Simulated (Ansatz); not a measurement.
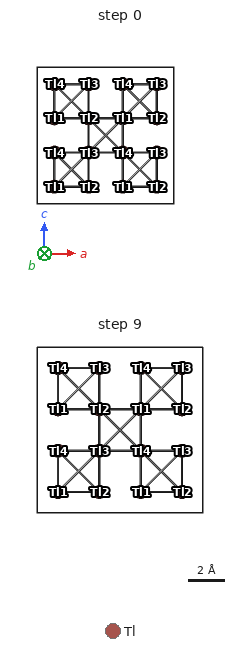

The structure of solid Tl (a generated structure, set up in Fd-3m) (coarse preliminary run) before (top) and after (bottom) a relaxation, at one scale.

The picture is a ball-and-stick view of the conventional cell (4 times the calculation's cell), seen along the b axis. Lengths and directions refer to the drawn axes.

Level of theory: DFT PBE, scalar-relativistic, plane waves, PAW (Ansatz 0.2.0). (plane-wave cutoff 420 eV; k-point mesh 4 × 4 × 4; occupations gaussian; smearing width 0.1 eV; no spin polarisation; cell and atoms relaxed; force threshold 0.04 eV/Å; at most 70 steps)

Q: Describe what moved and what it gained.

A: The atoms keep their places relative to the cell (all moves are under 0.005 Å). Cell: a = b = c 7.693 → 9.316 Å (+21.1 %). Volume +77.5 %. Near-neighbour distances that change, for instance: Tl1–Tl2 2.720 → 3.294 Å. The space group stays Fd-3m (No. 227). The energy falls by 1110 meV per atom in 7 accepted moves (9 points after the start). All forces vanish by symmetry, so only the cell relaxes. Pressure: 29.98 GPa at the start and 0.14 GPa at the end. The SCF was repeated twice at an unchanged geometry on a basis and grid sized afresh for the cell, which shifted the energy by 36.8 meV per atom at most. The run took 25 s on 1 thread of Arm Neoverse V1 (shared host), peak memory 0.41 GiB.
